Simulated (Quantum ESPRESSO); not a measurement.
# Fields calculation, with input and output: ZrS2 (part 1 of 2)

The run: fields calculation of ZrS2 (P-3m1, 3 atoms in the cell). Method and program: Kohn-Sham DFT of a periodic cell, BLYP, spin-orbit coupling, PseudoDojo 0.4 FR PBE standard, no spin polarisation (Quantum ESPRESSO 7.5).

The structure derives from a Materials Project entry.

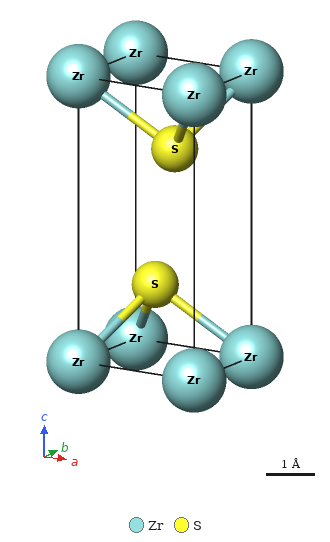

The input geometry (ball-and-stick view of the cell of the calculation, seen slightly off an axis). An atom can appear more than once, as a periodic image. Near neighbours in the periodic cell (some may lie outside the picture): Zr has 6 S at 2.57 Å; S has 3 Zr at 2.57 Å.

Input file:
```
&CONTROL
  calculation = 'scf'
  prefix = 'pwscf'
  outdir = './tmp'
  pseudo_dir = './pseudo'
  tprnfor = .true.
  tstress = .true.
  disk_io = 'low'
/
&SYSTEM
  space_group = 164
  A = 3.69138255
  C = 6.04107701
  nat = 2
  ntyp = 2
  ecutwfc = 66
  nbnd = 38
  input_dft = 'blyp'
  occupations = 'smearing'
  smearing = 'fd'
  degauss = 0.00367493
  noncolin = .true.
  lspinorb = .true.
/
&ELECTRONS
  conv_thr = 6d-10
  electron_maxstep = 120
  mixing_beta = 0.5
/
ATOMIC_SPECIES
Zr    91.2240 Zr.upf
S     32.0600 S.upf
ATOMIC_POSITIONS crystal_sg
Zr     0.0000000000    0.0000000000    0.0000000000
S      0.3333333333    0.6666666667    0.2379099700
K_POINTS automatic
8 8 5 0 0 0
```

File pp_density.in:
```
&INPUTPP
  prefix = 'pwscf'
  outdir = './tmp'
  filplot = 'density.dat'
  plot_num = 0
/
&PLOT
  nfile = 1
  filepp(1) = 'density.dat'
  iflag = 3
  output_format = 6
  fileout = 'density.cube'
/
```

File pp_potential.in:
```
&INPUTPP
  prefix = 'pwscf'
  outdir = './tmp'
  filplot = 'potential.dat'
  plot_num = 11
/
&PLOT
  nfile = 1
  filepp(1) = 'potential.dat'
  iflag = 3
  output_format = 6
  fileout = 'potential.cube'
/
```

File pp_potential_ks.in:
```
&INPUTPP
  prefix = 'pwscf'
  outdir = './tmp'
  filplot = 'potential_ks.dat'
  plot_num = 1
/
&PLOT
  nfile = 1
  filepp(1) = 'potential_ks.dat'
  iflag = 3
  output_format = 6
  fileout = 'potential_ks.cube'
/
```

Command:
```bash
OMP_NUM_THREADS=1 pw.x -in pw.in > pw.out
OMP_NUM_THREADS=1 pp.x -in pp_density.in > pp_density.out
OMP_NUM_THREADS=1 pp.x -in pp_potential.in > pp_potential.out
OMP_NUM_THREADS=1 pp.x -in pp_potential_ks.in > pp_potential_ks.out
```

Output:
```
This program is part of the open-source Quantum ESPRESSO suite
     for quantum simulation of materials; please cite
         "P. Giannozzi et al., J. Phys.:Condens. Matter 21 395502 (2009);
         "P. Giannozzi et al., J. Phys.:Condens. Matter 29 465901 (2017);
         "P. Giannozzi et al., J. Chem. Phys. 152 154105 (2020);
          URL
     in publications or presentations arising from this work. More details at

     IMPORTANT: XC functional enforced from input :
     Exchange-correlation= BLYP
                           (   1   3   1   3   0   0   0)
     Any further DFT definition will be discarded
     Please, verify this is what you really want

     G-vector sticks info
     --------------------
     sticks:   dense  smooth     PW     G-vecs:    dense   smooth      PW
     Sum         889     889    253                34811    34811    5383

     Using Slab Decomposition

     bravais-lattice index     =            4
     lattice parameter (alat)  =       6.9757  a.u.
     unit-cell volume          =     481.0827 (a.u.)^3
     number of atoms/cell      =            3
     number of atomic types    =            2
     number of electrons       =        24.00
     number of Kohn-Sham states=           38
     kinetic-energy cutoff     =      66.0000  Ry
     charge density cutoff     =     264.0000  Ry
     scf convergence threshold =      6.0E-10
     mixing beta               =       0.5000
     number of iterations used =            8  plain     mixing
     Exchange-correlation= BLYP
                           (   1   3   1   3   0   0   0)
     Non magnetic calculation with spin-orbit

     celldm(1)=   6.975702  celldm(2)=   0.000000  celldm(3)=   1.636535
     celldm(4)=   0.000000  celldm(5)=   0.000000  celldm(6)=   0.000000

     crystal axes: (cart. coord. in units of alat)
               a(1) = (   1.000000   0.000000   0.000000 )
               a(2) = (  -0.500000   0.866025   0.000000 )
               a(3) = (   0.000000   0.000000   1.636535 )

     reciprocal axes: (cart. coord. in units 2 pi/alat)
               b(1) = (  1.000000  0.577350 -0.000000 )
               b(2) = (  0.000000  1.154701  0.000000 )
               b(3) = (  0.000000 -0.000000  0.611047 )

     PseudoPot. # 1 for Zr read from file:
     Zr.upf
     Pseudo is Norm-conserving + core correction, Zval = 12.0
     Generated using ONCVPSP code by D. R. Hamann
     Using radial grid of 1622 points, 10 beta functions with:
                l(1) =   0
                l(2) =   0
                l(3) =   1
                l(4) =   1
                l(5) =   1
                l(6) =   1
                l(7) =   2
                l(8) =   2
                l(9) =   2
               l(10) =   2

     PseudoPot. # 2 for S  read from file:
     S.upf
     Pseudo is Norm-conserving + core correction, Zval =  6.0
     Generated using ONCVPSP code by D. R. Hamann
     Using radial grid of 1146 points, 10 beta functions with:
                l(1) =   0
                l(2) =   0
                l(3) =   1
                l(4) =   1
                l(5) =   1
                l(6) =   1
                l(7) =   2
                l(8) =   2
                l(9) =   2
               l(10) =   2

     atomic species   valence    mass     pseudopotential
     Zr               12.00    91.22400     Zr( 1.00)
     S                 6.00    32.06000     S ( 1.00)

     12 Sym. Ops., with inversion, found

   Cartesian axes

     site n.     atom                  positions (alat units)
         1        Zr     tau(   1) = (   0.0000000   0.0000000   0.0000000  )
         2        S      tau(   2) = (   0.5000000   0.2886751   1.2471871  )
         3        S      tau(   3) = (  -0.0000000   0.5773503   0.3893480  )

     number of k points=    40  Fermi-Dirac smearing, width (Ry)=  0.0037
                       cart. coord. in units 2pi/alat
        k(    1) = (   0.0000000   0.0000000   0.0000000), wk =   0.0031250
        k(    2) = (   0.0000000   0.0000000   0.1222094), wk =   0.0062500
        k(    3) = (   0.0000000   0.0000000   0.2444188), wk =   0.0062500
        k(    4) = (   0.0000000   0.1443376   0.0000000), wk =   0.0187500
        k(    5) = (   0.0000000   0.1443376   0.1222094), wk =   0.0187500
        k(    6) = (   0.0000000   0.1443376   0.2444188), wk =   0.0187500
        k(    7) = (   0.0000000   0.2886751   0.0000000), wk =   0.0187500
        k(    8) = (   0.0000000   0.2886751   0.1222094), wk =   0.0187500
        k(    9) = (   0.0000000   0.2886751   0.2444188), wk =   0.0187500
        k(   10) = (   0.0000000   0.4330127   0.0000000), wk =   0.0187500
        k(   11) = (   0.0000000   0.4330127   0.1222094), wk =   0.0187500
        k(   12) = (   0.0000000   0.4330127   0.2444188), wk =   0.0187500
        k(   13) = (   0.0000000  -0.5773503   0.0000000), wk =   0.0093750
        k(   14) = (   0.0000000  -0.5773503   0.1222094), wk =   0.0187500
        k(   15) = (   0.0000000  -0.5773503   0.2444188), wk =   0.0187500
        k(   16) = (   0.1250000   0.2165064   0.0000000), wk =   0.0187500
        k(   17) = (   0.1250000   0.2165064   0.1222094), wk =   0.0375000
        k(   18) = (   0.1250000   0.2165064   0.2444188), wk =   0.0375000
        k(   19) = (   0.1250000   0.3608439   0.0000000), wk =   0.0375000
        k(   20) = (   0.1250000   0.3608439   0.1222094), wk =   0.0375000
        k(   21) = (   0.1250000   0.3608439   0.2444188), wk =   0.0375000
        k(   22) = (   0.1250000   0.5051815   0.0000000), wk =   0.0375000
        k(   23) = (   0.1250000   0.5051815   0.1222094), wk =   0.0375000
        k(   24) = (   0.1250000   0.5051815   0.2444188), wk =   0.0375000
        k(   25) = (   0.2500000   0.4330127   0.0000000), wk =   0.0187500
        k(   26) = (   0.2500000   0.4330127   0.1222094), wk =   0.0375000
        k(   27) = (   0.2500000   0.4330127   0.2444188), wk =   0.0375000
        k(   28) = (   0.2500000   0.5773503   0.0000000), wk =   0.0187500
        k(   29) = (   0.2500000   0.5773503   0.1222094), wk =   0.0375000
        k(   30) = (   0.2500000   0.5773503   0.2444188), wk =   0.0375000
        k(   31) = (   0.0000000   0.1443376  -0.1222094), wk =   0.0187500
        k(   32) = (   0.0000000   0.1443376  -0.2444188), wk =   0.0187500
        k(   33) = (   0.0000000   0.2886751  -0.1222094), wk =   0.0187500
        k(   34) = (   0.0000000   0.2886751  -0.2444188), wk =   0.0187500
        k(   35) = (   0.0000000   0.4330127  -0.1222094), wk =   0.0187500
        k(   36) = (   0.0000000   0.4330127  -0.2444188), wk =   0.0187500
        k(   37) = (  -0.1250000   0.3608439  -0.1222094), wk =   0.0375000
        k(   38) = (  -0.1250000   0.3608439  -0.2444188), wk =   0.0375000
        k(   39) = (  -0.1250000   0.5051815  -0.1222094), wk =   0.0375000
        k(   40) = (  -0.1250000   0.5051815  -0.2444188), wk =   0.0375000

     Dense  grid:    34811 G-vectors     FFT dimensions: (  40,  40,  60)

     Initial potential from superposition of free atoms

     starting charge      23.9976, renormalised to      24.0000
     Starting wfcs are   36 randomized atomic wfcs +    2 random wfcs

     Self-consistent Calculation

     iteration #  1     ecut=    66.00 Ry     beta= 0.50
     Davidson diagonalization with overlap
     ethr =  1.00E-02,  avg # of iterations =  5.1

     total energy              =    -145.28909015 Ry
     estimated scf accuracy    <       0.24009309 Ry

     iteration #  2     ecut=    66.00 Ry     beta= 0.50
     Davidson diagonalization with overlap
     ethr =  1.00E-03,  avg # of iterations =  2.1

     total energy              =    -145.32053614 Ry
     estimated scf accuracy    <       0.14526154 Ry

     iteration #  3     ecut=    66.00 Ry     beta= 0.50
     Davidson diagonalization with overlap
     ethr =  6.05E-04,  avg # of iterations =  2.0

     total energy              =    -145.35623552 Ry
     estimated scf accuracy    <       0.02190736 Ry

     iteration #  4     ecut=    66.00 Ry     beta= 0.50
     Davidson diagonalization with overlap
     ethr =  9.13E-05,  avg # of iterations =  2.9

     total energy              =    -145.35895461 Ry
     estimated scf accuracy    <       0.00109767 Ry

     iteration #  5     ecut=    66.00 Ry     beta= 0.50
     Davidson diagonalization with overlap
     ethr =  4.57E-06,  avg # of iterations =  5.7

     total energy              =    -145.35906249 Ry
     estimated scf accuracy    <       0.00019587 Ry

     iteration #  6     ecut=    66.00 Ry     beta= 0.50
     Davidson diagonalization with overlap
     ethr =  8.16E-07,  avg # of iterations =  1.6

     total energy              =    -145.35909908 Ry
     estimated scf accuracy    <       0.00000087 Ry

     iteration #  7     ecut=    66.00 Ry     beta= 0.50
     Davidson diagonalization with overlap
     ethr =  3.61E-09,  avg # of iterations =  4.0

     total energy              =    -145.35909994 Ry
     estimated scf accuracy    <       0.00000045 Ry

     iteration #  8     ecut=    66.00 Ry     beta= 0.50
     Davidson diagonalization with overlap
     ethr =  1.85E-09,  avg # of iterations =  2.0

     total energy              =    -145.35910002 Ry
     estimated scf accuracy    <          5.9E-09 Ry

     iteration #  9     ecut=    66.00 Ry     beta= 0.50
     Davidson diagonalization with overlap
     ethr =  2.44E-11,  avg # of iterations =  3.2

     total energy              =    -145.35910002 Ry
     estimated scf accuracy    <          3.0E-09 Ry

     iteration # 10     ecut=    66.00 Ry     beta= 0.50
     Davidson diagonalization with overlap
     ethr =  1.25E-11,  avg # of iterations =  1.9

     End of self-consistent calculation

          k = 0.0000 0.0000 0.0000 (  4319 PWs)   bands (ev):

   -42.1467 -42.1467 -21.3297 -21.3297 -19.6073 -19.6073 -19.5144 -19.5144
    -5.6575  -5.6575  -4.2901  -4.2901   2.7574   2.7574   4.1223   4.1223
     4.1375   4.1375   6.7347   6.7347   6.8463   6.8463   6.8717   6.8717
     8.4613   8.4613   8.4667   8.4667   9.2998   9.2998  11.8566  11.8566
    11.8586  11.8586  12.8160  12.8160  13.0226  13.0226

          k = 0.0000 0.0000 0.1222 (  4343 PWs)   bands (ev):

   -42.1467 -42.1467 -21.3297 -21.3297 -19.6074 -19.6074 -19.5144 -19.5144
    -5.6020  -5.6020  -4.3795  -4.3795   2.9959   2.9959   4.1318   4.1318
     4.1469   4.1469   6.3359   6.3359   6.7318   6.7318   6.8115   6.8115
     8.4538   8.4538   8.4581   8.4581   9.4617   9.4617  11.9524  11.9524
    11.9528  11.9528  13.0876  13.0876  13.3154  13.3154

          k = 0.0000 0.0000 0.2444 (  4314 PWs)   bands (ev):

   -42.1467 -42.1467 -21.3297 -21.3297 -19.6076 -19.6076 -19.5144 -19.5144
    -5.4929  -5.4929  -4.5415  -4.5415   3.5239   3.5239   4.1476   4.1476
     4.1623   4.1623   5.4941   5.4941   6.6732   6.6732   6.7562   6.7562
     8.4408   8.4408   8.4440   8.4440   9.6126   9.6126  12.1132  12.1132
    12.1148  12.1148  13.3504  13.3504  14.2627  14.2627

          k = 0.0000 0.1443 0.0000 (  4355 PWs)   bands (ev):

   -42.1442 -42.1442 -21.3392 -21.3392 -19.6115 -19.6115 -19.5369 -19.5369
    -5.5057  -5.5057  -4.3304  -4.3304   2.9641   2.9641   3.9964   3.9964
     4.2233   4.2233   5.9016   5.9016   6.4174   6.4174   6.8943   6.8943
     8.5698   8.5698   8.9226   8.9226   9.4636   9.4636  11.5047  11.5047
    11.8082  11.8082  13.4688  13.4688  13.9982  13.9982

          k = 0.0000 0.1443 0.1222 (  4336 PWs)   bands (ev):

   -42.1442 -42.1442 -21.3392 -21.3392 -19.6116 -19.6116 -19.5369 -19.5369
    -5.4544  -5.4544  -4.4063  -4.4063   3.1335   3.1335   4.0157   4.0157
     4.2142   4.2142   5.8226   5.8226   6.4360   6.4360   6.5848   6.5848
     8.5545   8.5545   8.9132   8.9132   9.6723   9.6723  11.5331  11.5331
    11.7530  11.7530  13.7270  13.7270  14.2382  14.2382

          k = 0.0000 0.1443 0.2444 (  4327 PWs)   bands (ev):

   -42.1442 -42.1442 -21.3392 -21.3392 -19.6117 -19.6117 -19.5369 -19.5369
    -5.3473  -5.3473  -4.5548  -4.5548   3.5586   3.5586   3.9330   3.9330
     4.2319   4.2319   5.8302   5.8302   5.9694   5.9694   6.3903   6.3903
     8.5350   8.5350   8.9089   8.9089   9.8814   9.8814  11.5369  11.5369
    11.9052  11.9052  14.1048  14.1048  14.8201  14.8201

          k = 0.0000 0.2887 0.0000 (  4344 PWs)   bands (ev):

   -42.1381 -42.1381 -21.3632 -21.3632 -19.6376 -19.6376 -19.5727 -19.5727
    -5.1255  -5.1255  -4.4170  -4.4170   3.4476   3.4476   3.9074   3.9074
     4.4028   4.4028   4.5004   4.5004   5.9230   5.9230   6.5356   6.5356
     8.4025   8.4025   9.5560   9.5560   9.8905   9.8905  11.7211  11.7211
    11.9286  11.9286  14.5234  14.5234  15.2094  15.2094

          k = 0.0000 0.2887 0.1222 (  4353 PWs)   bands (ev):

   -42.1381 -42.1381 -21.3632 -21.3632 -19.6377 -19.6377 -19.5727 -19.5727
    -5.1028  -5.1028  -4.4417  -4.4417   3.2748   3.2748   4.0802   4.0802
     4.3645   4.3645   4.4964   4.4964   5.9969   5.9969   6.6452   6.6452
     8.3349   8.3349   9.5714   9.5714  10.1119  10.1119  11.3913  11.3913
    11.7568  11.7568  14.4783  14.4783  15.0237  15.0237

          k = 0.0000 0.2887 0.2444 (  4352 PWs)   bands (ev):

   -42.1381 -42.1381 -21.3632 -21.3632 -19.6377 -19.6377 -19.5728 -19.5728
    -5.0115  -5.0115  -4.5508  -4.5508   3.3062   3.3062   3.9833   3.9833
     4.3670   4.3670   4.7935   4.7935   5.9774   5.9774   6.3872   6.3872
     8.3174   8.3174   9.5962   9.5962  10.2438  10.2438  11.2317  11.2317
    11.7843  11.7843  14.4219  14.4219  15.0162  15.0162

          k = 0.0000 0.4330 0.0000 (  4344 PWs)   bands (ev):

   -42.1320 -42.1320 -21.3887 -21.3887 -19.6864 -19.6864 -19.5824 -19.5824
    -4.7887  -4.7887  -4.4119  -4.4119   3.1136   3.1136   4.0689   4.0689
     4.3930   4.3930   4.4644   4.4644   5.6976   5.6976   5.7767   5.7767
     8.1939   8.1939   9.9262   9.9262  10.2767  10.2767  12.3083  12.3083
    12.3907  12.3907  14.3442  14.3442  14.8571  14.8571

          k = 0.0000 0.4330 0.1222 (  4348 PWs)   bands (ev):

   -42.1320 -42.1320 -21.3887 -21.3887 -19.6864 -19.6864 -19.5824 -19.5824
    -4.8342  -4.8342  -4.3532  -4.3532   2.9964   2.9964   3.7505   3.7505
     4.4072   4.4072   4.6691   4.6691   5.8413   5.8413   6.1327   6.1327
     8.1145   8.1145   9.9265   9.9265  10.3431  10.3431  12.0657  12.0657
    12.1154  12.1154  13.9545  13.9545  14.4043  14.4043

          k = 0.0000 0.4330 0.2444 (  4353 PWs)   bands (ev):

   -42.1320 -42.1320 -21.3887 -21.3887 -19.6864 -19.6864 -19.5825 -19.5825
    -4.8232  -4.8232  -4.3634  -4.3634   2.9287   2.9287   3.6620   3.6620
     4.3717   4.3717   4.8783   4.8783   5.8977   5.8977   6.2310   6.2310
     8.0492   8.0492   9.9510   9.9510  10.2962  10.2962  11.9859  11.9859
    12.1151  12.1151  13.6132  13.6132  14.2524  14.2524

          k = 0.0000-0.5774 0.0000 (  4350 PWs)   bands (ev):

   -42.1295 -42.1295 -21.3996 -21.3996 -19.7086 -19.7086 -19.5834 -19.5834
    -4.7362  -4.7362  -4.3024  -4.3024   2.7084   2.7084   4.4057   4.4057
     4.4435   4.4435   4.5722   4.5722   5.2624   5.2624   5.7518   5.7518
     8.1068   8.1068  10.0626  10.0626  10.3510  10.3510  12.5131  12.5131
    12.7801  12.7801  13.7845  13.7845  14.8347  14.8347

          k = 0.0000-0.5774 0.1222 (  4344 PWs)   bands (ev):

   -42.1295 -42.1295 -21.3997 -21.3997 -19.7086 -19.7086 -19.5834 -19.5834
    -4.7602  -4.7602  -4.2720  -4.2720   2.6774   2.6774   4.1242   4.1242
     4.4030   4.4030   4.6858   4.6858   5.5761   5.5761   5.8264   5.8264
     8.0651   8.0651  10.0602  10.0602  10.3500  10.3500  12.3718  12.3718
    12.8677  12.8677  13.4594  13.4594  14.6059  14.6059

          k = 0.0000-0.5774 0.2444 (  4356 PWs)   bands (ev):

   -42.1295 -42.1295 -21.3997 -21.3997 -19.7086 -19.7086 -19.5834 -19.5834
    -4.7939  -4.7939  -4.2279  -4.2279   2.6194   2.6194   3.9324   3.9324
     4.3431   4.3431   4.7030   4.7030   5.9046   5.9046   6.0668   6.0668
     7.9636   7.9636  10.0558  10.0558  10.3474  10.3474  12.1644  12.1644
    12.9565  12.9565  13.2063  13.2063  14.1887  14.1887

          k = 0.1250 0.2165 0.0000 (  4351 PWs)   bands (ev):

   -42.1399 -42.1399 -21.3559 -21.3559 -19.6249 -19.6249 -19.5678 -19.5678
    -5.2365  -5.2365  -4.3962  -4.3962   3.3437   3.3437   3.8827   3.8827
     4.2861   4.2861   5.0605   5.0605   5.7627   5.7627   6.7337   6.7337
     8.8127   8.8127   9.0891   9.0891   9.8613   9.8613  11.4972  11.4972
    11.7817  11.7817  14.5592  14.5592  15.0965  15.0965
```
